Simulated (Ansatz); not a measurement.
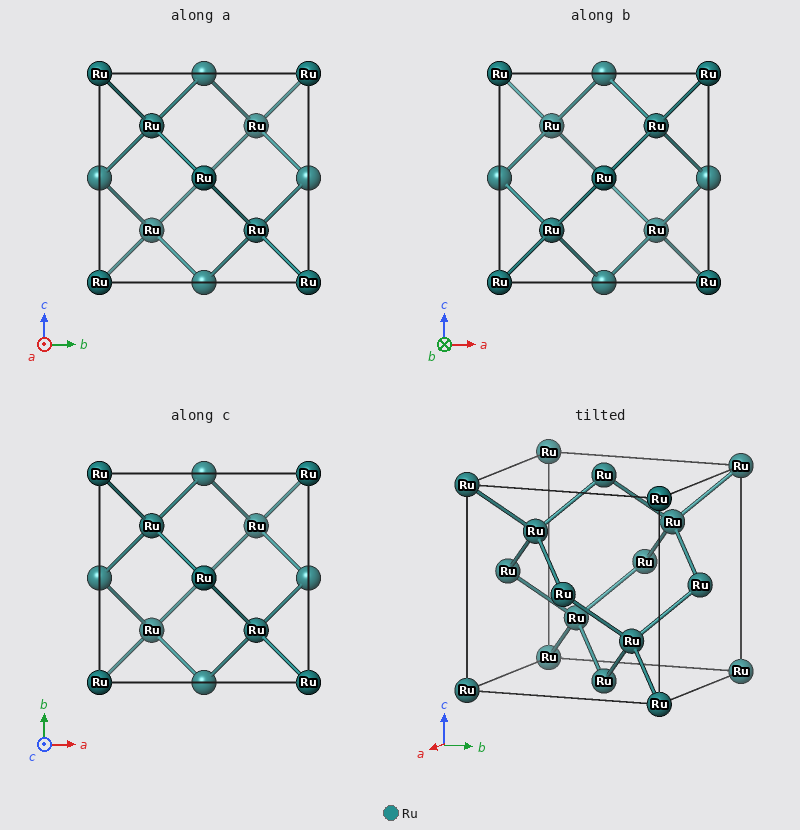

The image is a ball-and-stick drawing of a crystal, viewed along the a axis, along the b axis, along the c axis and slightly off an axis. The conventional unit cell is drawn as a box.

Lattice parameters: a = 5.538 Å, b = 5.538 Å, c = 5.538 Å, α = 90.00°, β = 90.00°, γ = 90.00°. Put a along x and b in the xy plane.

Write the structure as a POSCAR file.

Answer.
```
Ru
1.0
     5.538    0.000    0.000
     0.000    5.538    0.000
     0.000    0.000    5.538
Ru
8
Direct
  0.7500 0.7500 0.2500
  0.0000 0.5000 0.5000
  0.7500 0.2500 0.7500
  0.0000 0.0000 0.0000
  0.2500 0.7500 0.7500
  0.5000 0.5000 0.0000
  0.2500 0.2500 0.2500
  0.5000 0.0000 0.5000
```

Origin of the cell: a structure type filled with this element by a generator (whether the element takes this form wasn't checked). Earlier steps of the study may have refined or changed the cell and positions. Ansatz was used for an electronic-structure calculation on it.
